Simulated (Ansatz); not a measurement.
## Electronic structure of Ga16O23 (cell charge +1, with a compensating background) (cell with a defect) in real space

The calculation's input:

```
crystal:
  lattice:
    - [-4.8290928131, -1.5416333309, -5.7151521872]
    - [-6.2270641294, 4.6248999927, -0.0062291728]
    - [1.3979713164, 6.1665333236, -5.7089230144]
  atoms:
    - { symbol: Ga, position: [0.6677237519, 0.6822315726, 0.6528403897], spin: 0.333 }
    - { symbol: Ga, position: [0.8975955811, 0.4142874832, 0.4160615984] }
    - { symbol: Ga, position: [0.1509267231, 0.1663805205, 0.1626765739] }
    - { symbol: Ga, position: [0.4008968813, 0.9113352854, 0.9141415477] }
    - { symbol: Ga, position: [0.5972289585, 0.0815971947, 0.0871105079] }
    - { symbol: Ga, position: [0.8524980534, 0.8359993487, 0.8379412731] }
    - { symbol: Ga, position: [0.1017385862, 0.5827130197, 0.5859552395] }
    - { symbol: Ga, position: [0.3481792545, 0.3334787607, 0.3364344946] }
    - { symbol: Ga, position: [0.463920581, 0.7131577667, 0.3302457122] }
    - { symbol: Ga, position: [0.7125606621, 0.4644611104, 0.0785429068] }
    - { symbol: Ga, position: [0.9637993682, 0.2168324853, 0.8296613505] }
    - { symbol: Ga, position: [0.2138783042, 0.9640369746, 0.5794310941] }
    - { symbol: Ga, position: [0.784615994, 0.0489240846, 0.4185830703] }
    - { symbol: Ga, position: [0.0429022812, 0.7806499207, 0.1652999444] }
    - { symbol: Ga, position: [0.3109185204, 0.5206388423, 0.8953384255], spin: 0.333 }
    - { symbol: Ga, position: [0.5178649204, 0.3090623143, 0.6887078152], spin: 0.333 }
    - { symbol: O, position: [0.7390021191, 0.2503776716, 0.5173020005] }
    - { symbol: O, position: [0.001319717, 0.9910734537, 0.2545495306] }
    - { symbol: O, position: [0.25786075, 0.7299341439, -0.000890553] }
    - { symbol: O, position: [0.7398811886, 0.2655723227, 0.9845363363] }
    - { symbol: O, position: [1.0009110395, 0.0106282604, 0.7431434416] }
    - { symbol: O, position: [0.2524138968, 0.7549824308, 0.4958329698] }
    - { symbol: O, position: [0.4991722117, 0.5083112179, 0.2431033185] }
    - { symbol: O, position: [0.4127226027, 0.9309028554, 0.1526828783] }
    - { symbol: O, position: [0.6649424361, 0.6814968672, 0.8970203931] }
    - { symbol: O, position: [0.9066456447, 0.4401043759, 0.6536589603] }
    - { symbol: O, position: [0.1597536589, 0.1841384494, 0.4036879441] }
    - { symbol: O, position: [0.8423760169, 0.8239370844, 0.5934173679] }
    - { symbol: O, position: [0.0848618917, 0.5645541925, 0.3482379181] }
    - { symbol: O, position: [0.3366004116, 0.3120195981, 0.1001264785] }
    - { symbol: O, position: [0.5877872798, 0.0599092956, 0.8498314973] }
    - { symbol: O, position: [0.0733806202, 0.6028287674, 0.8155084832] }
    - { symbol: O, position: [0.3219327609, 0.3498304786, 0.5675627669] }
    - { symbol: O, position: [0.5748535966, 0.101539632, 0.3173248085] }
    - { symbol: O, position: [0.8248854456, 0.8496285971, 0.0687815647] }
    - { symbol: O, position: [0.176232966, 0.1462177988, 0.932411676] }
    - { symbol: O, position: [0.4274885984, 0.888716986, 0.6831636664] }
    - { symbol: O, position: [0.6717707687, 0.6476275766, 0.4386836493] }
    - { symbol: O, position: [0.9213217543, 0.3950355642, 0.1859568231] }
  host:
    lattice:
      - [6.2270641294, -1.5416333309, 0.0062291728]
      - [6.2270641294, 1.5416333309, 0.0062291728]
      - [-1.3979713164, 0.0, 5.7089230144]
    atoms:
      - { symbol: Ga, position: [0.3414968551, 0.3414968551, 0.685823534] }
      - { symbol: Ga, position: [0.6585031449, 0.6585031449, 0.314176466] }
      - { symbol: Ga, position: [0.9100739519, 0.9100739519, 0.2052722452] }
      - { symbol: Ga, position: [0.0899260481, 0.0899260481, 0.7947277548] }
      - { symbol: O, position: [0.5039749286, 0.5039749286, 0.7433111707] }
      - { symbol: O, position: [0.4960250714, 0.4960250714, 0.2566888293] }
      - { symbol: O, position: [0.8263039786, 0.8263039786, 0.4356635101] }
      - { symbol: O, position: [0.1736960214, 0.1736960214, 0.5643364899] }
      - { symbol: O, position: [0.1635085038, 0.1635085038, 0.1092008792] }
      - { symbol: O, position: [0.8364914962, 0.8364914962, 0.8907991208] }
total_charge: 1
basis:
  ecutwfc: 420
  xc_grid: 2
kpoints:
  mp_grid: { grid: [2, 2, 2], shift: [0.5, 0.5, 0.5] }
hamiltonian:
  xc: pbe
scf:
  occupations: { method: gaussian, width: 0.02 }
  lower_state_search: "off"
output:
  forces: true
  stress: false
  eigenvalues: true
  populations: true
  charged_corrections:
    defect_position: [0.50036322, 0.49168692, 0.75632561]
    epsilon:
      - [11.4967, 0.0, -0.5625]
      - [0.0, 11.6406, 0.0]
      - [-0.5625, 0.0, 13.7955]
  write_density: true
  write_potential: true
  elf: true
  volumetric_format: npy
magnetization:
  spin_polarized: true
relax:
  adjacent_minimum: "off"
  f_tol: 0.03
  max_steps: 40
```

Run with:

```sh
ansatz run input.yaml --threads 8 --pin off --max-ram 16384MiB --backend cpu --events-out ev --progress --plain --runs-dir out
```

The fields are those of the run's last geometry, not of the input's.

Spin-polarised.

Level of theory: Ansatz, DFT PBE, scalar-relativistic, plane waves, PAW.

In a PAW calculation such maps are meaningful between the atoms, not at the nuclei.

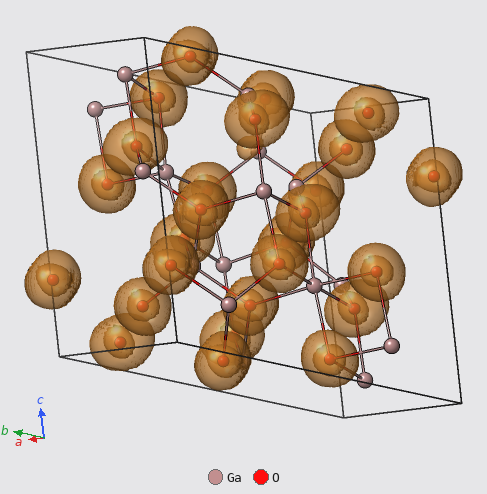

Figure 1. Isosurface of the electron localisation function at 0.75 (orange), seen at an oblique angle. Only the valence region is drawn (cores and ρ < 0.01 e/Å³ removed). Sticks mark near contacts.

> What do the ELF domains correspond to?

The ELF exceeds this value in 23 regions wrapped around O (the valence shell of each) and one pocket between the atoms, centred on no nucleus (multi-centre or interstitial), counted in one cell of 39 atoms. Any copies at cell faces, edges or corners count once. Profiles from the grid: Ga–O (1.84 Å): the ELF peaks at about 0.80 in the valence shell of O, 0.6 Å from its nucleus, and is about 0.40 at the midpoint. Ga–O (1.89 Å): the ELF peaks at about 0.80 in the valence shell of O, 0.6 Å from its nucleus, and is about 0.40 at the midpoint.

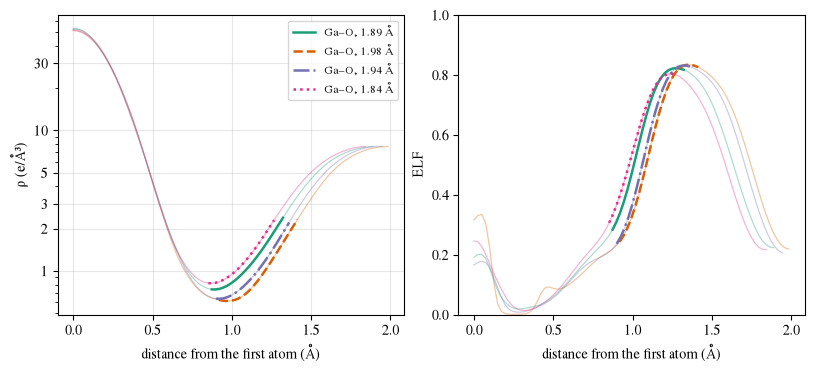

Figure 2. Valence charge density (pseudo) and electron localisation function along straight lines between neighbouring atoms. Thin, pale parts lie inside the atomic spheres.

> What can be read from the curves?

Ga–O (1.89 Å): ρ at the midpoint is about 0.76 e/Å³; the ELF peaks at about 0.80 in the valence shell of O, 0.6 Å from its nucleus, and is about 0.40 at the midpoint.
Ga–O (1.98 Å): the density is about 0.61 e/Å³ at the midpoint; the ELF peaks at about 0.85 in the valence shell of O, 0.6 Å from its nucleus, and is about 0.30 at the midpoint.
Ga–O (1.94 Å): the density is about 0.65 e/Å³ at the midpoint; the ELF peaks at about 0.85 in the valence shell of O, 0.6 Å from its nucleus, and is about 0.30 at the midpoint.
Ga–O (1.84 Å): the density is about 0.84 e/Å³ at the midpoint; the ELF peaks at about 0.80 in the valence shell of O, 0.6 Å from its nucleus, and is about 0.40 at the midpoint.

> Metal or insulator at this level of theory?

It is gapped, with a Kohn–Sham gap of 0.60 eV on the k-point mesh, an upper bound to the gap of this method.
